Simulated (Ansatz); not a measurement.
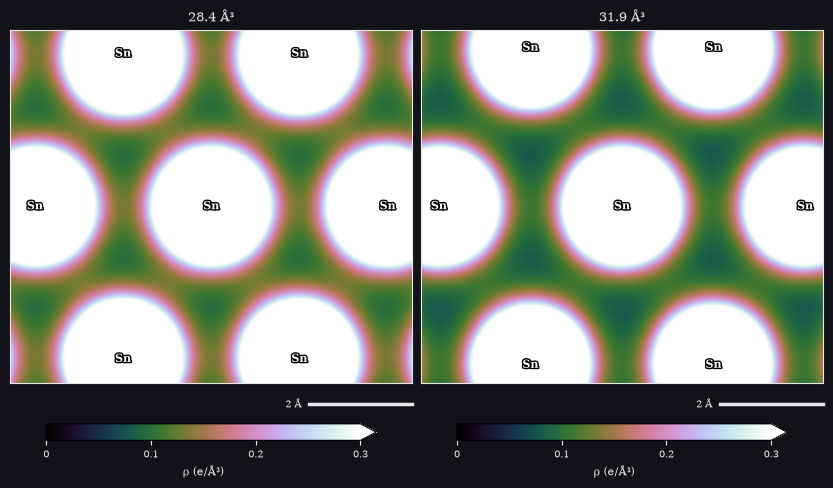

Sn. The valence pseudo-density of cells scaled evenly to different volumes (given per atom above each panel), on the (001) plane of each (indices in the axes of the cell below), at one length scale and on one colour scale.

A generated structure, not necessarily the stable one.

Method: DFT, revPBE, plane waves (420 eV) with PAW, scalar-relativistic (Ansatz 0.2.0).

The density is the valence pseudo-density of a PAW calculation; it isn't the true density close to the nuclei.

The largest cell:

```
Sn
1.0
     3.54573    0.00000    0.00000
    -1.77287    3.07070    0.00000
     0.00000    0.00000   11.70624
Sn
4
Cartesian
  0.0000 0.0000 0.0000
  0.0000 0.0000 5.8531
  0.0000 2.0471 2.9266
  1.7729 1.0236 8.7797
```

| volume (Å³/atom) | Sn–Sn contact in the plane (Å) | ρ at its midpoint (e/Å³) | pressure (GPa) | 
| --- | --- | --- | --- |
| 28.45 | 3.414 | 0.134 | 0.2 | 
| 29.59 | 3.459 | ? | ? | 
| 31.86 | 3.546 | 0.111 | −3.7 | 

Estimate the missing row, and compare with the calculation.

Answer. Over the known rows ln ρ falls by 1.43 per Å of Sn–Sn distance (the line through the two), which gives 0.126 e/Å³ at 3.459 Å; the calculation gives 0.125 e/Å³. For the pressure, a straight line in volume between the neighbouring rows gives −1.1 GPa; the calculation gives −1.4.
